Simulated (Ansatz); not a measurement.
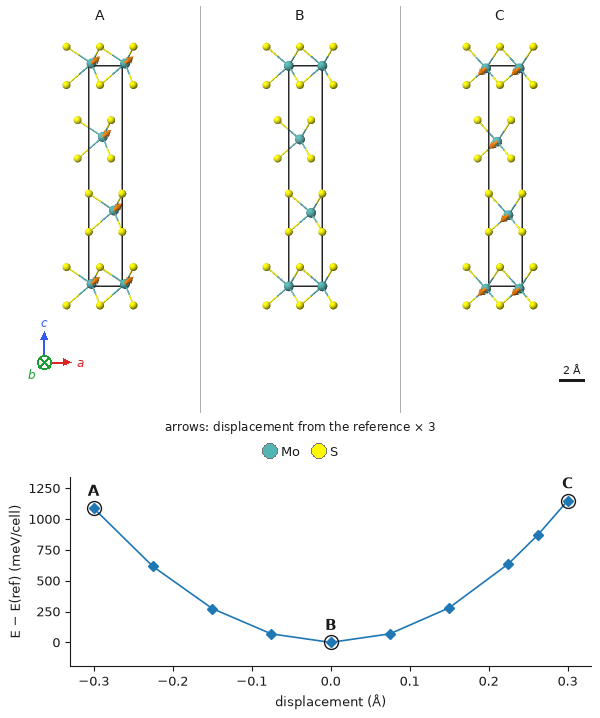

Solid MoS₂ (R3m): the whole Mo sublattice is shifted rigidly, towards the nearest copy of atom 2 (S) at 2.399 Å, all else fixed. The lettered frames are marked on the plot. A ball-and-stick model of the conventional cell (3 times the calculation's cell), seen along the b axis. Orange arrows: displacements from the reference. Lengths and directions refer to the drawn axes.

These are results of DFT PBE+D3(BJ), scalar-relativistic, plane waves, PAW (Ansatz 0.2.0), not measurements. Set-up: plane-wave cutoff 420 eV; k-point mesh 12 × 12 × 12; occupations gaussian; smearing width 0.05 eV; no spin polarisation. Energies (free energies at the smearing named) are counted from the relaxed crystal.

**What does the scan show?**

Of the computed points the lowest is at the displacement 0.00 Å, 0 meV/cell. At the ends of the scan the energy is 1088 meV/cell (−0.30 Å) and 1148 meV/cell (0.30 Å). The curvature at zero is about 25 eV/Å² per cell. The well is nearly symmetric. At the highest point the shortest interatomic distance is 2.10 Å, against 2.40 Å in the reference. The distortion takes the space group from R3m to Cm.

The computed points:

```tsv
displacement (Å)	E − E(ref) (meV/cell)
−0.3000	1088
−0.2250	616
−0.1500	275
−0.0750	69
0.0000	0
0.0750	70
0.1500	280
0.2250	637
0.2625	872
0.3000	1148
```
